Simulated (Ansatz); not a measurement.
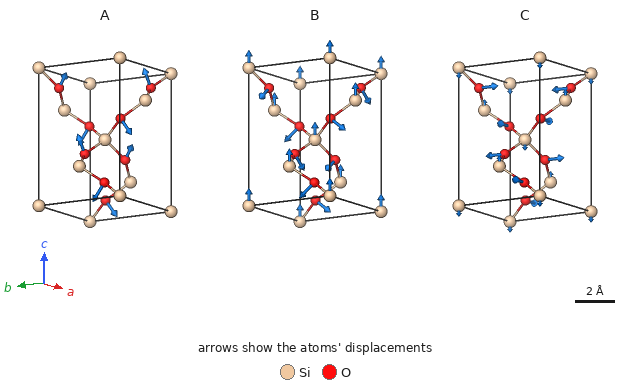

Modes of a crystal of SiO$_{2}$, space group I-42d (No. 122), at the zone centre. The blue arrows are the displacements of the atoms (eigenvector over the root of the mass), of arbitrary overall length and sign. Style: ball-and-stick. Shown: the conventional cell (2 times the calculation's cell), from a free direction. Lengths and directions refer to the drawn axes.

Computed with DFT PBE, scalar-relativistic, plane waves, PAW (Ansatz 0.2.0).

Frequencies are those without the non-analytic (LO–TO) term.

### Which are infrared-active and which Raman-active?

A is A₂, silent by symmetry (neither infrared- nor Raman-active) (353 cm⁻¹). B is B₂, infrared- and Raman-active by symmetry (419 cm⁻¹). C is B₁, Raman-active by symmetry (405 cm⁻¹).
